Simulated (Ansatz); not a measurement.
## Geometry relaxation of CoO (part 1 of 2)

CoO (P6₃mc, 4 atoms in the cell), computed with DFT PBE+U, scalar-relativistic, plane waves, PAW, Ueff = 3.32 eV on Co d, spin-polarised (Ansatz 0.2.0).

The structure derives from a Materials Project entry. It belongs to a series of runs on one base structure; here: volume × 0.94, shape and atoms relaxed. Figures and captions count atoms from 1; the log counts them from 0 in places.

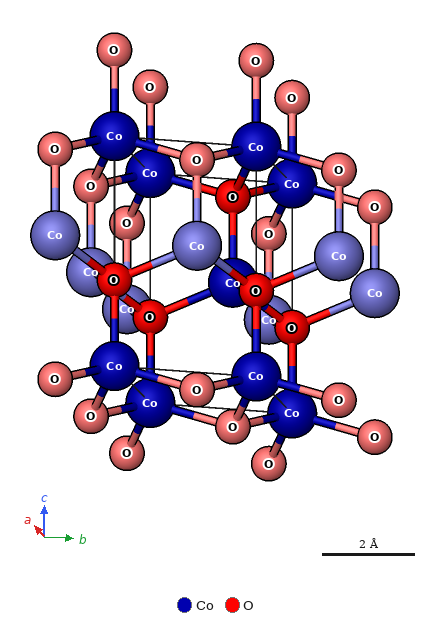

*The input geometry (ball-and-stick view of the cell of the calculation, seen at an oblique angle; neighbours outside the cell are drawn fainter).*

Near neighbours in the crystal (not all of them lie inside the picture): Co has 4 O at 1.94 to 1.97 Å; O has 4 Co at 1.94 to 1.97 Å.

Key numbers

- outcome: converged
- space group (tolerance 0.01 Å): P6₃mc (186)
- electrons treated: 46
- free energy: −11383.1311 eV
- Fermi energy: 10.757 eV
- gap on the k-point mesh: 1.12 eV
- net moment of the cell: 0.00 μB
- integrated absolute moment: 5.60 μB
- pressure: 9.03 GPa
- final volume: 46.53 Å³
- largest force (length of the vector) at the end: 0.007 eV/Å
- final cell: a = 3.212 Å, b = 3.212 Å, c = 5.206 Å, α = 90.00°, β = 90.00°, γ = 120.00°
- hardware: 1 thread of AMD EPYC (Zen 5), 64 GiB of memory available, shared host
- wall time: 56 s
- peak memory: 0.7 GiB

Remarks

The electronic state found may not be the lowest one. The cell is under a pressure of 9.0 GPa at this level, so it is not at its equilibrium volume.

Input
```yaml
crystal:
  lattice:
    - [3.2172446154, 0.0, 0.0]
    - [-1.6086223077, 2.7862155671, 0.0]
    - [0.0, 0.0, 5.1906652154]
  atoms:
    - { symbol: Co, position: [0.0, 0.0, 0.0006902352], spin: -2.67 }
    - { symbol: Co, position: [0.3333333333, 0.6666666667, 0.5006902233], spin: 2.67 }
    - { symbol: O, position: [0.0, 0.0, 0.3743102711] }
    - { symbol: O, position: [0.3333333333, 0.6666666667, 0.8743102704] }
basis:
  ecutwfc: 420
kpoints:
  mp_grid: { grid: [12, 12, 6] }
hamiltonian:
  xc: pbe
  hubbard: { sites: [{ species: Co, l: d, u_eff: 3.32 }] }
scf:
  occupations: { method: gaussian, width: 0.02 }
output:
  forces: true
  stress: true
  eigenvalues: true
  populations: true
  write_density: true
  write_potential: true
  elf: true
  volumetric_format: npy
magnetization:
  spin_polarized: true
relax:
  adjacent_minimum: "off"
  f_tol: 0.01
  max_steps: 30
  cell: { stress_tol: 0.1, fix: [volume] }
```

Launched with:
```bash
ansatz run input.yaml --threads 1 --pin off --max-ram 2560MiB --backend cpu --events-out ev --progress --plain --runs-dir out
```

Output
```
Co: projections on atomic orbitals take those of the free atom [Ne] 3s2 3p6 3d7 4s2, of charge +0.00 (hamiltonian.pseudopotentials.projection_atoms); the dataset's partial waves leave at most 1.4e-6 of an orbital's norm unspanned inside its sphere
O: projections on atomic orbitals take those of the free atom [He] 2s2 2p4, of charge +0.00 (hamiltonian.pseudopotentials.projection_atoms); the dataset's partial waves leave at most 1.9e-8 of an orbital's norm unspanned inside its sphere
Engine: ansatz 0.2.0, x86_64-unknown-linux-gnu
Pseudopotentials: kind: paw
Pseudopotential: Co, paw, valence charge 17, recommended cutoff 420 eV (normal), Co.paw.azcp
Pseudopotential: O, paw, valence charge 6, recommended cutoff 420 eV (normal), O.paw.azcp
Functional definition: PBE
  parameter kappa = 0.804
  parameter beta = 0.06672455060314922
  exchange = pbe_x(kappa = kappa, mu = beta*pi^2/3)
  correlation = pbe_c(beta = beta)
Crystal: 4 atoms, lattice volume = 46.529 Å³
Basis set: ecut = 420 eV, 941 PW (Γ), exchange–correlation on 48×48×72 points (8 copies of the dense FFT grid, shifted against one another)
Bands: 31, of which v1, the nominal top of the filled ones, is band 23 counted from 1 (22 counted from 0)
Symmetry: 6 space group operations
Space group: P3m1 (ITA 156), of the structure as read, at distance tolerance 3.6e-5 Å
Magnetic group: BNS 186.206 (UNI 1436), of the structure as read, at distance tolerance 3.6e-5 Å
k-points: 100 of 864 (time reversal used)
Non-local potential: Co, projectors of the file, l = 0: 3, l = 1: 2, l = 2: 3, l = 3: 1
Non-local potential: O, projectors of the file, l = 0: 2, l = 1: 2, l = 2: 1
PAW form: soft (Blöchl's): semilocal exchange-correlation on the pseudo side does not see the compensation charge
PAW one-centre angular grid: Co, 590 points (default); XC on 64 Gauss nodes
PAW one-centre angular grid: O, 110 points (default); XC on 64 Gauss nodes
Initial density: superposition of atomic densities (chi_scale 0.1, normalization cell, long waves kept (reshape's long-wave potential 0.00 eV rms))
Starting moments: Σ|m| = 5.34 μB on 2 of 4 sites
Starting magnetic order: altermagnet, g-wave, bulk spin-momentum locking; spin-degenerate planes through Γ normal to [0 0 1], [1 -1 0], [1 2 0], [2 1 0] of the run's lattice
Initial wavefunctions: pseudopotential atomic-orbital guess
Functional: x = pbe(κ = 0.804, μ = 0.2195149727645171), c = pbe(β = 0.06672455060314922)
SCF iter   1: F=—  HF=-11384.806530 eV  |F-HF|=—  |Δ(HF+E_count)|=         —  Δρ=1.94e-1 (↑1.94e-1 ↓1.94e-1)  dr2=4.38e1  dr2_m=3.44e0  M=0.000 μB ∫|m|=3.437 μB  β_m=0.30  ethr=3.10e-3  ⟨swp⟩=5.0  Hψ=23142  notcnv=0
preconditioner: auto → Kerker (q_TF=auto, 2.723 Å⁻¹)  [metal: Δε(μ)=0.002 eV  Ē_g=11.811 eV  σ=0.020 eV  W_gap=0.07  n_scr=22 (ndim 8)  ℏωp=29.8 eV  f_vac=0.000  D(μ)=6.90/eV (n_scr^D=110)]
spin=Collinear: Kerker preconditioning applied to the charge; magnetization (m = ρ↑ − ρ↓) channel mixes plain (no charge-response kernel on spin).
SCF iter   2: F=—  HF=-11380.781687 eV  |F-HF|=—  |Δ(HF+E_count)|=    4.02e0  Δρ=6.35e-2 (↑6.35e-2 ↓6.35e-2)  dr2=1.99e0  dr2_m=7.52e-1  M=0.000 μB ∫|m|=5.338 μB  β_m=1.00  ethr=3.10e-3  ⟨swp⟩=3.0  Hψ=14642  notcnv=0  defer=480
SCF iter   3: F=—  HF=-11381.268020 eV  |F-HF|=—  |Δ(HF+E_count)|=   4.86e-1  Δρ=3.45e-2 (↑3.45e-2 ↓3.45e-2)  dr2=1.03e0  dr2_m=3.36e-2  M=0.000 μB ∫|m|=5.389 μB  β_m=1.00  ethr=3.10e-3  ⟨swp⟩=2.9  Hψ=13039  notcnv=0  defer=546
SCF iter   4: F=—  HF=-11382.238655 eV  |F-HF|=—  |Δ(HF+E_count)|=   9.71e-1  Δρ=3.11e-2 (↑3.11e-2 ↓3.11e-2)  dr2=9.34e-1  dr2_m=4.60e-3  M=0.000 μB ∫|m|=5.344 μB  β_m=0.30  ethr=2.23e-3  ⟨swp⟩=3.0  Hψ=10679  notcnv=0  defer=546
Mixer restart at iter 4: flushing history
spin-set hold released at iteration 4 (site moments contracting): the magnetisation degrees of freedom join the quasi-Newton model from the next iteration; the mixer history was flushed
SCF iter   5: F=—  HF=-11382.462851 eV  |F-HF|=—  |Δ(HF+E_count)|=   2.24e-1  Δρ=1.39e-2 (↑1.39e-2 ↓1.39e-2)  dr2=1.11e-1  dr2_m=2.62e-2  M=0.000 μB ∫|m|=5.493 μB  β_m=0.45  ethr=2.03e-3  ⟨swp⟩=3.0  Hψ=11467  notcnv=0  defer=540
SCF iter   6: F=—  HF=-11382.901620 eV  |F-HF|=—  |Δ(HF+E_count)|=         —  Δρ=1.04e-2 (↑1.04e-2 ↓1.04e-2)  dr2=6.68e-2  dr2_m=2.72e-2  M=0.000 μB ∫|m|=5.556 μB  β_m=0.45  ethr=2.41e-4  ⟨swp⟩=2.9  Hψ=9447  notcnv=0  defer=540
Mixer restart at iter 6: flushing history
SCF iter   7: F=—  HF=-11383.046349 eV  |F-HF|=—  |Δ(HF+E_count)|=   1.45e-1  Δρ=7.47e-3 (↑7.47e-3 ↓7.47e-3)  dr2=3.30e-2  dr2_m=1.57e-2  M=0.000 μB ∫|m|=5.578 μB  β_m=0.72  ethr=1.45e-4  ⟨swp⟩=2.0  Hψ=8856  notcnv=0  defer=552
Mixer restart at iter 7: flushing history
SCF iter   8: F=—  HF=-11380.147744 eV  |F-HF|=—  |Δ(HF+E_count)|=         —  Δρ=1.93e-3 (↑1.93e-3 ↓1.93e-3)  dr2=2.17e-3  dr2_m=6.67e-4  M=0.000 μB ∫|m|=5.614 μB  β_m=1.00  ethr=7.17e-5  ⟨swp⟩=3.0  Hψ=10719  notcnv=0  defer=552
Mixer restart at iter 8: flushing history
SCF iter   9: F=—  HF=-11383.130873 eV  |F-HF|=—  |Δ(HF+E_count)|=    2.98e0  Δρ=1.69e-3 (↑1.69e-3 ↓1.69e-3)  dr2=2.64e-3  dr2_m=1.64e-4  M=0.000 μB ∫|m|=5.603 μB  β_m=0.72  ethr=1.09e-4  ⟨swp⟩=2.0  Hψ=8940  notcnv=0  defer=554
SCF iter  10: F=—  HF=-11383.130934 eV  |F-HF|=—  |Δ(HF+E_count)|=   6.06e-5  Δρ=8.93e-4 (↑8.93e-4 ↓8.93e-4)  dr2=6.31e-4  dr2_m=4.46e-5  M=0.000 μB ∫|m|=5.604 μB  β_m=0.64  ethr=5.73e-6  ⟨swp⟩=2.0  Hψ=13440  notcnv=0  defer=560
SCF iter  11: F=—  HF=-11383.130768 eV  |F-HF|=—  |Δ(HF+E_count)|=   1.66e-4  Δρ=4.63e-4 (↑4.63e-4 ↓4.62e-4)  dr2=2.67e-4  dr2_m=2.38e-5  M=0.000 μB ∫|m|=5.602 μB  β_m=0.74  ethr=1.37e-6  ⟨swp⟩=2.0  Hψ=11280  notcnv=0  defer=560
SCF iter  12: F=—  HF=-11383.130832 eV  |F-HF|=—  |Δ(HF+E_count)|=   6.48e-5  Δρ=1.87e-4 (↑1.87e-4 ↓1.87e-4)  dr2=7.17e-5  dr2_m=7.29e-7  M=0.000 μB ∫|m|=5.603 μB  β_m=0.71  ethr=5.81e-7  ⟨swp⟩=2.0  Hψ=8182  notcnv=0  defer=560
SCF iter  13: F=—  HF=-11383.130847 eV  |F-HF|=—  |Δ(HF+E_count)|=   1.48e-5  Δρ=9.48e-5 (↑9.48e-5 ↓9.48e-5)  dr2=1.58e-5  dr2_m=2.20e-7  M=0.000 μB ∫|m|=5.603 μB  β_m=0.85  ethr=1.56e-7  ⟨swp⟩=2.0  Hψ=8100  notcnv=0  defer=560
SCF iter  14: F=—  HF=-11383.130861 eV  |F-HF|=—  |Δ(HF+E_count)|=   1.32e-5  Δρ=2.74e-5 (↑2.74e-5 ↓2.74e-5)  dr2=1.02e-6  dr2_m=1.63e-8  M=0.000 μB ∫|m|=5.603 μB  β_m=0.93  ethr=3.44e-8  ⟨swp⟩=2.0  Hψ=8288  notcnv=0  defer=560
SCF iter  15: F=—  HF=-11383.130861 eV  |F-HF|=—  |Δ(HF+E_count)|=         —  Δρ=9.12e-6 (↑9.05e-6 ↓9.12e-6)  dr2=9.29e-8  dr2_m=6.30e-9  M=0.000 μB ∫|m|=5.603 μB  β_m=1.00  ethr=2.22e-9  ⟨swp⟩=2.0  Hψ=8037  notcnv=0  defer=560
Mixer restart at iter 15: flushing history
SCF iter  16: F=—  HF=-11381.800766 eV  |F-HF|=—  |Δ(HF+E_count)|=         —  Δρ=1.90e-2 (↑1.90e-2 ↓7.96e-6)  dr2=1.52e-1  dr2_m=3.84e-2  M=0.000 μB ∫|m|=5.501 μB  ethr=1.09e-4  ⟨swp⟩=1.7  Hψ=6803  notcnv=0  defer=560
Mixer restart at iter 16: flushing history
SCF iter  17: F=—  HF=-11383.130861 eV  |F-HF|=—  |Δ(HF+E_count)|=         —  Δρ=9.05e-6 (↑8.99e-6 ↓9.05e-6)  dr2=9.45e-8  dr2_m=5.30e-9  M=0.000 μB ∫|m|=5.603 μB  β_m=0.93  ethr=2.02e-10  ⟨swp⟩=5.0  Hψ=20094  notcnv=0  defer=550
SCF iter  18: F=—  HF=-11383.130861 eV  |F-HF|=—  |Δ(HF+E_count)|=   2.70e-8  Δρ=7.86e-6 (↑7.86e-6 ↓7.81e-6)  dr2=6.44e-8  dr2_m=7.63e-10  M=0.000 μB ∫|m|=5.603 μB  β_m=0.80  ethr=2.02e-10  ⟨swp⟩=2.0  Hψ=12400  notcnv=0  defer=549
SCF iter  19: F=—  HF=-11383.130861 eV  |F-HF|=—  |Δ(HF+E_count)|=         —  Δρ=3.04e-6 (↑3.01e-6 ↓3.04e-6)  dr2=1.53e-8  dr2_m=5.78e-10  M=0.000 μB ∫|m|=5.603 μB  β_m=1.00  ethr=1.40e-10  ⟨swp⟩=2.1  Hψ=9739  notcnv=0  defer=549
Mixer restart at iter 19: flushing history
SCF iter  20: F=—  HF=-11381.800789 eV  |F-HF|=—  |Δ(HF+E_count)|=         —  Δρ=1.90e-2 (↑3.04e-6 ↓1.90e-2)  dr2=1.52e-1  dr2_m=3.84e-2  M=0.000 μB ∫|m|=5.501 μB  ethr=1.09e-4  ⟨swp⟩=1.6  Hψ=6792  notcnv=0  defer=535
Mixer restart at iter 20: flushing history
SCF iter  21: F=—  HF=-11383.130861 eV  |F-HF|=—  |Δ(HF+E_count)|=         —  Δρ=3.29e-6 (↑3.28e-6 ↓3.29e-6)  dr2=1.84e-8  dr2_m=2.42e-10  M=0.000 μB ∫|m|=5.603 μB  β_m=0.80  ethr=3.32e-11  ⟨swp⟩=3.0  Hψ=17930  notcnv=0  defer=549
SCF iter  22: F=—  HF=-11383.130861 eV  |F-HF|=—  |Δ(HF+E_count)|=   5.20e-9  Δρ=3.42e-6 (↑3.42e-6 ↓3.41e-6)  dr2=1.47e-8  dr2_m=1.53e-10  M=0.000 μB ∫|m|=5.603 μB  β_m=0.70  ethr=3.32e-11  ⟨swp⟩=2.4  Hψ=11585  notcnv=0  defer=549
SCF iter  23: F=-11383.130861 eV  HF=-11383.130861 eV  |F-HF|=1.60e-9  |Δ(HF+E_count)|=   1.17e-9  Δρ=1.27e-6 (↑1.26e-6 ↓1.27e-6)  dr2=3.83e-9  dr2_m=4.24e-11  M=0.000 μB ∫|m|=5.603 μB  ethr=3.19e-11  ⟨swp⟩=8.7  Hψ=37318  notcnv=0
SCF 1 converged in 23 iterations: F = -11383.130861 eV  dr2 = 3.83e-9
  greatest PAW one-centre occupation: 1.003 electrons in one spin orbital (limit 2), on the Co atom at site 1 (counted from 0), in its partial waves of l = 1
relax step   1: F+E_penalty+E_count = -11383.13086132 eV  Δ(F+E_penalty+E_count) = +0.000e0 eV  max|allowed force component| = 1.851e-2 eV/Å  Δτ_max = 0.0000 Å  P = +9.072 GPa  Ω = 46.529 Å³  fix = [volume]  reactions: volume +9.072 GPa  (23 SCF iters, dr2 threshold 1.00e-7 eV, accepted)
Initial density: handed on by an earlier stage of this run
Starting moments: Σ|m| = 5.34 μB on 2 of 4 sites; this step starts from the density that it was given
Initial wavefunctions: those handed on with the density
iter 1 solved again at ethr=4.86e-8 eV; its pass at ethr=3.10e-3 eV (dr2=2.24e-5 eV) is discarded
SCF iter   1: F=—  HF=-11383.130958 eV  |F-HF|=—  |Δ(HF+E_count)|=         —  Δρ=3.69e-4 (↑3.69e-4 ↓3.69e-4)  dr2=2.42e-5  dr2_m=2.95e-5  M=0.000 μB ∫|m|=5.603 μB  β_m=0.30  ethr=4.86e-8  ⟨swp⟩=2.7  Hψ=27934  notcnv=0
preconditioner: auto → Resta (q_TF=auto, 2.723 Å⁻¹)  ε∞=7.1  [insulator: Δε(μ)=1.126 eV  Ē_g=12.080 eV  σ=0.020 eV  W_gap=1.00  n_scr=22 (ndim 8)  ℏωp=29.8 eV  f_vac=0.061  D(μ)=0.00/eV (n_scr^D=0)  ε∞_Penn≈7.1]
spin=Collinear: Resta preconditioning applied to the charge; magnetization (m = ρ↑ − ρ↓) channel mixes plain (no charge-response kernel on spin).
SCF iter   2: F=—  HF=-11383.130975 eV  |F-HF|=—  |Δ(HF+E_count)|=   1.65e-5  Δρ=2.66e-4 (↑2.66e-4 ↓2.66e-4)  dr2=1.35e-5  dr2_m=1.52e-5  M=0.000 μB ∫|m|=5.603 μB  β_m=0.65  ethr=4.86e-8  ⟨swp⟩=1.0  Hψ=6200  notcnv=0
SCF iter   3: F=—  HF=-11383.130993 eV  |F-HF|=—  |Δ(HF+E_count)|=   1.81e-5  Δρ=2.38e-5 (↑2.38e-5 ↓2.38e-5)  dr2=2.01e-7  dr2_m=1.06e-7  M=0.000 μB ∫|m|=5.603 μB  β_m=0.82  ethr=2.93e-8  ⟨swp⟩=2.0  Hψ=10736  notcnv=0
SCF iter   4: F=—  HF=-11383.130993 eV  |F-HF|=—  |Δ(HF+E_count)|=   3.66e-7  Δρ=1.46e-5 (↑1.46e-5 ↓1.46e-5)  dr2=1.09e-7  dr2_m=2.70e-8  M=0.000 μB ∫|m|=5.603 μB  β_m=0.91  ethr=1.62e-10  ⟨swp⟩=8.8  Hψ=38993  notcnv=0
SCF iter   5: F=—  HF=-11383.130993 eV  |F-HF|=—  |Δ(HF+E_count)|=   1.15e-7  Δρ=1.10e-5 (↑1.10e-5 ↓1.10e-5)  dr2=9.57e-8  dr2_m=6.23e-9  M=0.000 μB ∫|m|=5.603 μB  β_m=0.82  ethr=1.62e-10  ⟨swp⟩=8.9  Hψ=38358  notcnv=0
SCF iter   6: F=-11383.130993 eV  HF=-11383.130993 eV  |F-HF|=2.69e-8  |Δ(HF+E_count)|=   4.76e-9  Δρ=5.87e-6 (↑5.83e-6 ↓5.87e-6)  dr2=3.50e-8  dr2_m=1.69e-9  M=0.000 μB ∫|m|=5.603 μB  ethr=1.62e-10  ⟨swp⟩=5.4  Hψ=35370  notcnv=0
SCF 2 converged in 6 iterations: F = -11383.130993 eV  dr2 = 3.50e-8
  greatest PAW one-centre occupation: 1.003 electrons in one spin orbital (limit 2), on the Co atom at site 0 (counted from 0), in its partial waves of l = 1
relax step   2: F+E_penalty+E_count = -11383.13099316 eV  Δ(F+E_penalty+E_count) = -1.318e-4 eV  max|allowed force component| = 1.671e-2 eV/Å  Δτ_max = 0.0010 Å  P = +9.059 GPa  Ω = 46.529 Å³  energy of the carried Pulay correction = -3.192e-17 eV  fix = [volume]  reactions: volume +9.059 GPa  (6 SCF iters, dr2 threshold 7.46e-8 eV, accepted)
iter 1 solved again at ethr=1.90e-7 eV; its pass at ethr=3.10e-3 eV (dr2=8.73e-5 eV) is discarded
```
